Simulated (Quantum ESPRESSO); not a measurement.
**Run report: Zr, relaxation of cell and atoms (part 2 of 3)**

Zr (P6/mmm, 3 atoms in the cell); Kohn-Sham DFT of a periodic cell, LDA, GBRV 1.5 LDA, no spin polarisation (Quantum ESPRESSO 7.5); cutoff 612.26 eV, 14×14×19 k-mesh, Gaussian smearing of 0.1 eV. 

Geometry of the input (Å; fractional positions):
```
5.0330  0.0000  0.0000
-2.5165  4.3587  0.0000
0.0000  0.0000  3.1320
Zr 0.0000  0.0000  0.0000
Zr 0.3333  0.6667  0.5000
Zr 0.6667  0.3333  0.5000
```

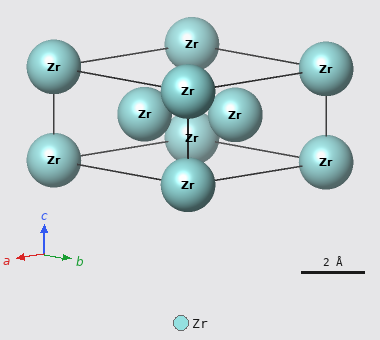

**Figure 1.** The structure (spheres-only view of the cell of the calculation, seen at an oblique angle). An atom can appear more than once, as a periodic image.

**Output, continued**
```
     total energy              =    -297.89227233 Ry
     estimated scf accuracy    <       0.00004440 Ry

     iteration #  2     ecut=    45.00 Ry     beta= 0.50
     Davidson diagonalization with overlap
     ethr =  1.23E-07,  avg # of iterations =  2.0

     negative rho (up, down):  1.822E-01 0.000E+00

     total energy              =    -297.89227002 Ry
     estimated scf accuracy    <       0.00003064 Ry

     iteration #  3     ecut=    45.00 Ry     beta= 0.50
     Davidson diagonalization with overlap
     ethr =  8.51E-08,  avg # of iterations =  2.2

     negative rho (up, down):  1.822E-01 0.000E+00

     total energy              =    -297.89227520 Ry
     estimated scf accuracy    <       0.00003575 Ry

     iteration #  4     ecut=    45.00 Ry     beta= 0.50
     Davidson diagonalization with overlap
     ethr =  8.51E-08,  avg # of iterations =  1.2

     negative rho (up, down):  1.822E-01 0.000E+00

     total energy              =    -297.89227887 Ry
     estimated scf accuracy    <       0.00000019 Ry

     iteration #  5     ecut=    45.00 Ry     beta= 0.50
     Davidson diagonalization with overlap
     ethr =  5.28E-10,  avg # of iterations =  4.0

     negative rho (up, down):  1.822E-01 0.000E+00

     total energy              =    -297.89227894 Ry
     estimated scf accuracy    <       0.00000009 Ry

     iteration #  6     ecut=    45.00 Ry     beta= 0.50
     Davidson diagonalization with overlap
     ethr =  2.61E-10,  avg # of iterations =  1.4

     negative rho (up, down):  1.822E-01 0.000E+00

     total energy              =    -297.89227894 Ry
     estimated scf accuracy    <          3.1E-09 Ry

     iteration #  7     ecut=    45.00 Ry     beta= 0.50
     Davidson diagonalization with overlap
     ethr =  8.51E-12,  avg # of iterations =  3.6

     negative rho (up, down):  1.822E-01 0.000E+00

     total energy              =    -297.89227895 Ry
     estimated scf accuracy    <          5.2E-10 Ry

     iteration #  8     ecut=    45.00 Ry     beta= 0.50
     Davidson diagonalization with overlap
     ethr =  1.45E-12,  avg # of iterations =  2.0

     negative rho (up, down):  1.822E-01 0.000E+00

     total energy              =    -297.89227895 Ry
     estimated scf accuracy    <          1.6E-11 Ry

     iteration #  9     ecut=    45.00 Ry     beta= 0.50
     Davidson diagonalization with overlap
     ethr =  1.00E-13,  avg # of iterations =  2.7

     negative rho (up, down):  1.822E-01 0.000E+00

     End of self-consistent calculation

     Number of k-points >= 100: set verbosity='high' to print the bands.

     the Fermi energy is    15.0669 ev

!    total energy              =    -297.89227895 Ry
     estimated scf accuracy    <          6.7E-14 Ry
     smearing contrib. (-TS)   =      -0.00101146 Ry
     internal energy E=F+TS    =    -297.89126748 Ry

     The total energy is F=E-TS. E is the sum of the following terms:
     one-electron contribution =     -46.43613082 Ry
     hartree contribution      =      38.75816087 Ry
     xc contribution           =     -53.26155002 Ry
     ewald contribution        =    -236.95174751 Ry

     convergence has been achieved in   9 iterations

     negative rho (up, down):  1.822E-01 0.000E+00

     Forces acting on atoms (cartesian axes, Ry/au):

     atom    1 type  1   force =     0.00000000    0.00000000   -0.00000000
     atom    2 type  1   force =    -0.00000000   -0.00000000    0.00000000
     atom    3 type  1   force =    -0.00000000   -0.00000000   -0.00000000

     Total force =     0.000000     Total SCF correction =     0.000000

     Computing stress (Cartesian axis) and pressure

     negative rho (up, down):  1.822E-01 0.000E+00
          total   stress  (Ry/bohr**3)                   (kbar)     P=        2.88
   0.00001127  -0.00000000   0.00000000            1.66       -0.00        0.00
  -0.00000000   0.00001127  -0.00000000           -0.00        1.66       -0.00
  -0.00000000   0.00000000   0.00003620           -0.00        0.00        5.33

     Energy error            =      1.4E-03 Ry
     Gradient error          =      1.6E-25 Ry/Bohr
     Cell gradient error     =      5.3E+00 kbar

     number of scf cycles    =   3
     number of bfgs steps    =   2

     enthalpy           old  =    -297.8908465288 Ry
     enthalpy           new  =    -297.8922789458 Ry

     CASE: enthalpy          _new < enthalpy          _old

     new trust radius        =       0.0048964182 bohr
     new conv_thr            =            6.0E-12 Ry

     new unit-cell volume =    436.61090 a.u.^3 (    64.69906 Ang^3 )
     density =      7.02395 g/cm^3

CELL_PARAMETERS (angstrom)
   4.925746984  -0.000000000  -0.000000000
  -2.462873492   4.265822021  -0.000000000
   0.000000000  -0.000000000   3.079095350

ATOMIC_POSITIONS (crystal)
Zr               0.0000000000        0.0000000000       -0.0000000000
Zr               0.3333333333        0.6666666667        0.5000000000
Zr               0.6666666667        0.3333333333        0.5000000000

     NEW-OLD atomic charge density approx. for the potential
     New effective cutoffs (rho, wfc):  375.61   46.98

     negative rho (up, down):  1.823E-01 0.000E+00

     Self-consistent Calculation

     iteration #  1     ecut=    45.00 Ry     beta= 0.50
     Davidson diagonalization with overlap
     ethr =  1.00E-06,  avg # of iterations =  2.0

     Threshold (ethr) on eigenvalues was too large:
     Diagonalizing with lowered threshold

     Davidson diagonalization with overlap
     ethr =  1.32E-09,  avg # of iterations =  4.1

     negative rho (up, down):  1.823E-01 0.000E+00

     total energy              =    -297.89229318 Ry
     estimated scf accuracy    <       0.00000034 Ry

     iteration #  2     ecut=    45.00 Ry     beta= 0.50
     Davidson diagonalization with overlap
     ethr =  9.35E-10,  avg # of iterations =  2.4

     negative rho (up, down):  1.823E-01 0.000E+00

     total energy              =    -297.89229314 Ry
     estimated scf accuracy    <       0.00000048 Ry

     iteration #  3     ecut=    45.00 Ry     beta= 0.50
     Davidson diagonalization with overlap
     ethr =  9.35E-10,  avg # of iterations =  2.1

     negative rho (up, down):  1.823E-01 0.000E+00

     total energy              =    -297.89229322 Ry
     estimated scf accuracy    <       0.00000013 Ry

     iteration #  4     ecut=    45.00 Ry     beta= 0.50
     Davidson diagonalization with overlap
     ethr =  3.71E-10,  avg # of iterations =  1.0

     negative rho (up, down):  1.823E-01 0.000E+00

     total energy              =    -297.89229323 Ry
     estimated scf accuracy    <          1.4E-09 Ry

     iteration #  5     ecut=    45.00 Ry     beta= 0.50
     Davidson diagonalization with overlap
     ethr =  3.82E-12,  avg # of iterations =  3.7

     negative rho (up, down):  1.823E-01 0.000E+00

     total energy              =    -297.89229323 Ry
     estimated scf accuracy    <          3.9E-10 Ry

     iteration #  6     ecut=    45.00 Ry     beta= 0.50
     Davidson diagonalization with overlap
     ethr =  1.07E-12,  avg # of iterations =  1.6

     negative rho (up, down):  1.823E-01 0.000E+00

     End of self-consistent calculation

     Number of k-points >= 100: set verbosity='high' to print the bands.

     the Fermi energy is    15.0225 ev

!    total energy              =    -297.89229323 Ry
     estimated scf accuracy    <          5.9E-12 Ry
     smearing contrib. (-TS)   =      -0.00101244 Ry
     internal energy E=F+TS    =    -297.89128079 Ry

     The total energy is F=E-TS. E is the sum of the following terms:
     one-electron contribution =     -46.73094208 Ry
     hartree contribution      =      38.83728247 Ry
     xc contribution           =     -53.25355199 Ry
     ewald contribution        =    -236.74406919 Ry

     convergence has been achieved in   6 iterations

     negative rho (up, down):  1.823E-01 0.000E+00

     Forces acting on atoms (cartesian axes, Ry/au):

     atom    1 type  1   force =    -0.00000000   -0.00000000   -0.00000000
     atom    2 type  1   force =     0.00000000   -0.00000000   -0.00000000
     atom    3 type  1   force =    -0.00000000    0.00000000    0.00000000

     Total force =     0.000000     Total SCF correction =     0.000000

     Computing stress (Cartesian axis) and pressure

     negative rho (up, down):  1.823E-01 0.000E+00
          total   stress  (Ry/bohr**3)                   (kbar)     P=        0.05
  -0.00000636  -0.00000000   0.00000000           -0.94       -0.00        0.00
  -0.00000000  -0.00000636   0.00000000           -0.00       -0.94        0.00
   0.00000000  -0.00000000   0.00001375            0.00       -0.00        2.02

     Energy error            =      1.4E-05 Ry
     Gradient error          =      2.4E-25 Ry/Bohr
     Cell gradient error     =      2.0E+00 kbar

     number of scf cycles    =   4
     number of bfgs steps    =   3

     enthalpy           old  =    -297.8922789458 Ry
     enthalpy           new  =    -297.8922932324 Ry

     CASE: enthalpy          _new < enthalpy          _old

     new trust radius        =       0.0021049799 bohr
     new conv_thr            =            6.0E-12 Ry

     new unit-cell volume =    436.72425 a.u.^3 (    64.71586 Ang^3 )
     density =      7.02213 g/cm^3

CELL_PARAMETERS (angstrom)
   4.925146111  -0.000000000  -0.000000000
  -2.462573056   4.265301649  -0.000000000
   0.000000000  -0.000000000   3.080646286

ATOMIC_POSITIONS (crystal)
Zr              -0.0000000000       -0.0000000000       -0.0000000000
Zr               0.3333333333        0.6666666667        0.5000000000
Zr               0.6666666667        0.3333333333        0.5000000000

     NEW-OLD atomic charge density approx. for the potential
     New effective cutoffs (rho, wfc):  375.69   46.99

     negative rho (up, down):  1.823E-01 0.000E+00

     Self-consistent Calculation

     iteration #  1     ecut=    45.00 Ry     beta= 0.50
     Davidson diagonalization with overlap
     ethr =  1.00E-06,  avg # of iterations =  2.0

     Threshold (ethr) on eigenvalues was too large:
     Diagonalizing with lowered threshold

     Davidson diagonalization with overlap
     ethr =  7.04E-10,  avg # of iterations =  3.7

     negative rho (up, down):  1.823E-01 0.000E+00

     total energy              =    -297.89229612 Ry
     estimated scf accuracy    <       0.00000028 Ry

     iteration #  2     ecut=    45.00 Ry     beta= 0.50
     Davidson diagonalization with overlap
     ethr =  7.80E-10,  avg # of iterations =  2.8

     negative rho (up, down):  1.823E-01 0.000E+00

     total energy              =    -297.89229607 Ry
     estimated scf accuracy    <       0.00000130 Ry

     iteration #  3     ecut=    45.00 Ry     beta= 0.50
     Davidson diagonalization with overlap
     ethr =  7.80E-10,  avg # of iterations =  2.3

     negative rho (up, down):  1.823E-01 0.000E+00

     total energy              =    -297.89229623 Ry
     estimated scf accuracy    <          9.8E-09 Ry

     iteration #  4     ecut=    45.00 Ry     beta= 0.50
     Davidson diagonalization with overlap
     ethr =  2.71E-11,  avg # of iterations =  2.9

     negative rho (up, down):  1.823E-01 0.000E+00

     total energy              =    -297.89229623 Ry
     estimated scf accuracy    <          1.2E-09 Ry

     iteration #  5     ecut=    45.00 Ry     beta= 0.50
     Davidson diagonalization with overlap
     ethr =  3.30E-12,  avg # of iterations =  2.1

     negative rho (up, down):  1.823E-01 0.000E+00

     total energy              =    -297.89229623 Ry
     estimated scf accuracy    <          3.9E-11 Ry

     iteration #  6     ecut=    45.00 Ry     beta= 0.50
     Davidson diagonalization with overlap
     ethr =  1.08E-13,  avg # of iterations =  3.5

     negative rho (up, down):  1.823E-01 0.000E+00

     End of self-consistent calculation

     Number of k-points >= 100: set verbosity='high' to print the bands.

     the Fermi energy is    15.0186 ev

!    total energy              =    -297.89229623 Ry
     estimated scf accuracy    <          1.1E-12 Ry
     smearing contrib. (-TS)   =      -0.00101054 Ry
     internal energy E=F+TS    =    -297.89128569 Ry

     The total energy is F=E-TS. E is the sum of the following terms:
     one-electron contribution =     -46.76440379 Ry
     hartree contribution      =      38.84702635 Ry
     xc contribution           =     -53.25281391 Ry
     ewald contribution        =    -236.72109433 Ry

     convergence has been achieved in   6 iterations

     negative rho (up, down):  1.823E-01 0.000E+00

     Forces acting on atoms (cartesian axes, Ry/au):

     atom    1 type  1   force =    -0.00000000   -0.00000000   -0.00000000
     atom    2 type  1   force =     0.00000000    0.00000000    0.00000000
     atom    3 type  1   force =    -0.00000000   -0.00000000   -0.00000000

     Total force =     0.000000     Total SCF correction =     0.000000

     Computing stress (Cartesian axis) and pressure

     negative rho (up, down):  1.823E-01 0.000E+00
          total   stress  (Ry/bohr**3)                   (kbar)     P=       -0.23
  -0.00000607   0.00000000  -0.00000000           -0.89        0.00       -0.00
  -0.00000000  -0.00000607  -0.00000000           -0.00       -0.89       -0.00
   0.00000000   0.00000000   0.00000749            0.00        0.00        1.10

     Energy error            =      3.0E-06 Ry
     Gradient error          =      4.7E-31 Ry/Bohr
     Cell gradient error     =      1.1E+00 kbar

     number of scf cycles    =   5
     number of bfgs steps    =   4

     enthalpy           old  =    -297.8922932324 Ry
     enthalpy           new  =    -297.8922962308 Ry

     CASE: enthalpy          _new < enthalpy          _old

     new trust radius        =       0.0031562899 bohr
     new conv_thr            =            6.0E-12 Ry

     new unit-cell volume =    436.69109 a.u.^3 (    64.71094 Ang^3 )
     density =      7.02266 g/cm^3

CELL_PARAMETERS (angstrom)
   4.923100578  -0.000000000   0.000000000
  -2.461550289   4.263530166  -0.000000000
  -0.000000000  -0.000000000   3.082972690

ATOMIC_POSITIONS (crystal)
Zr              -0.0000000000       -0.0000000000       -0.0000000000
Zr               0.3333333333        0.6666666667        0.5000000000
Zr               0.6666666667        0.3333333333        0.5000000000

     NEW-OLD atomic charge density approx. for the potential
     New effective cutoffs (rho, wfc):  375.98   47.03

     negative rho (up, down):  1.823E-01 0.000E+00

     Self-consistent Calculation

     iteration #  1     ecut=    45.00 Ry     beta= 0.50
     Davidson diagonalization with overlap
     ethr =  1.00E-06,  avg # of iterations =  2.0

     Threshold (ethr) on eigenvalues was too large:
     Diagonalizing with lowered threshold

     Davidson diagonalization with overlap
     ethr =  2.43E-09,  avg # of iterations =  3.6

     negative rho (up, down):  1.823E-01 0.000E+00

     total energy              =    -297.89229843 Ry
     estimated scf accuracy    <       0.00000097 Ry

     iteration #  2     ecut=    45.00 Ry     beta= 0.50
     Davidson diagonalization with overlap
     ethr =  2.70E-09,  avg # of iterations =  2.8

     negative rho (up, down):  1.823E-01 0.000E+00

     total energy              =    -297.89229825 Ry
     estimated scf accuracy    <       0.00000450 Ry

     iteration #  3     ecut=    45.00 Ry     beta= 0.50
     Davidson diagonalization with overlap
     ethr =  2.70E-09,  avg # of iterations =  2.4

     negative rho (up, down):  1.823E-01 0.000E+00

     total energy              =    -297.89229881 Ry
     estimated scf accuracy    <       0.00000003 Ry

     iteration #  4     ecut=    45.00 Ry     beta= 0.50
     Davidson diagonalization with overlap
     ethr =  9.33E-11,  avg # of iterations =  3.0

     negative rho (up, down):  1.823E-01 0.000E+00

     total energy              =    -297.89229881 Ry
     estimated scf accuracy    <          4.3E-09 Ry

     iteration #  5     ecut=    45.00 Ry     beta= 0.50
     Davidson diagonalization with overlap
     ethr =  1.19E-11,  avg # of iterations =  2.0

     negative rho (up, down):  1.823E-01 0.000E+00

     total energy              =    -297.89229881 Ry
     estimated scf accuracy    <          1.1E-10 Ry

     iteration #  6     ecut=    45.00 Ry     beta= 0.50
     Davidson diagonalization with overlap
     ethr =  3.15E-13,  avg # of iterations =  3.5

     negative rho (up, down):  1.823E-01 0.000E+00

     total energy              =    -297.89229881 Ry
     estimated scf accuracy    <          6.9E-12 Ry

     iteration #  7     ecut=    45.00 Ry     beta= 0.50
     Davidson diagonalization with overlap
     ethr =  1.00E-13,  avg # of iterations =  1.2

     negative rho (up, down):  1.823E-01 0.000E+00

     End of self-consistent calculation

     Number of k-points >= 100: set verbosity='high' to print the bands.

     the Fermi energy is    15.0209 ev
```
